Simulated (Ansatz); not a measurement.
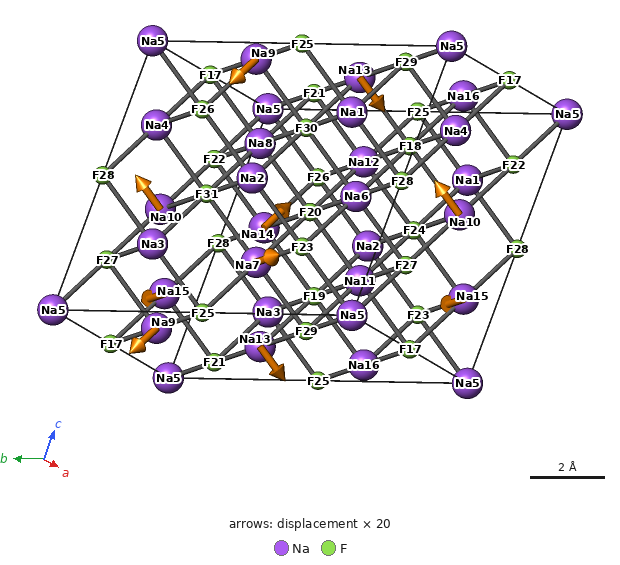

This is a relaxation of a defect cell of composition Na₁₆F₁₅. The starting structure is drawn; orange arrows show the displacements, 20 times their true length.

The picture is a ball-and-stick view of the cell of the calculation, seen from a free direction.

Case: F vacancy (site b), charge +0, atoms relaxed at the host's cell.

Theory: Ansatz, DFT PBE, scalar-relativistic, plane waves, PAW. Set-up: plane-wave cutoff 420 eV; k-point mesh 2 × 2 × 2; occupations gaussian; smearing width 0.01 eV; mesh shifted by (0.5, 0.5, 0.5); collinear spin; atoms relaxed in a fixed cell; force threshold 0.025 eV/Å; at most 45 steps.

> Which element moves most?

Sodium: up to 0.060 Å, against 0.010 Å for fluorine.

> What happened in the run?

The largest moves, 0.060 Å, are those of Na7, Na9, Na10, Na13, Na14 and Na15. Na13 goes along [0 −1 −1]. Largest moves by element: Na 0.060 Å, F 0.010 Å. The lattice vectors keep their values. Among the contacts that change: Na10–F18 2.350 → 2.290 Å, Na10–Na12 3.323 → 3.281 Å, Na10–F22 2.350 → 2.358 Å, Na12–F20 2.350 → 2.343 Å. Bond angles that change, for instance: F20–Na7–F25 180.0° → 177.4°, Na7–F31–Na10 90.0° → 92.6°. After 2 geometry steps the energy has fallen by 46.4 meV per cell of the calculation. The largest force component goes from 0.25 to 0.0074 eV/Å. The run took 29 s on 4 threads of Arm Neoverse V1, on a shared host, peak memory 1.3 GiB.

Limits of the set-up: the periodic images lie only 8.1 Å apart, so the values are limited by the cell's size.
